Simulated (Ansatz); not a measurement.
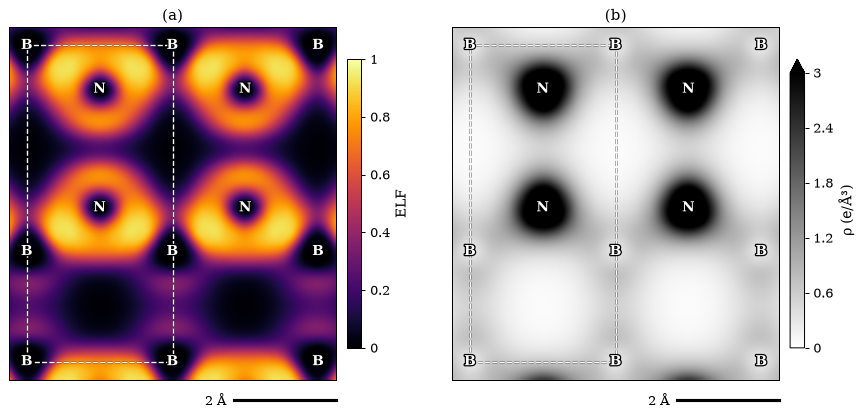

The picture shows: BN. (a) ELF; (b) valence charge density (pseudo) on the (11̄0) plane of the conventional cell.

Space group P4₂/mnm; a point of a scan over the structure, not its minimum; a structure from a database of computed crystals, not necessarily the ambient phase; not relaxed (largest force 0.6 eV/Å); computed pressure about −28 GPa in this cell; PAW files of the earlier set (soft_1).

The calculation used Ansatz, DFT PBEsol, scalar-relativistic, plane waves, PAW.

The density is the valence pseudo-density of a PAW calculation; it isn't the true density close to the nuclei.

**Describe what can be read from this map.**

- The section cuts through B and N sites.
- B–N (1.66 Å): ρ at the midpoint is about 1.2 e/Å³; the ELF peaks at about 0.90 between the atoms: a polar covalent bond.
- Between the atoms the lowest density in this plane is 0.05 e/Å³.

**Does the calculation make it a metal, or give it a gap?**

It is gapped, with a Kohn–Sham gap of 3.7 eV on the k-point mesh (the band edges may lie off the mesh, which would make the gap smaller).
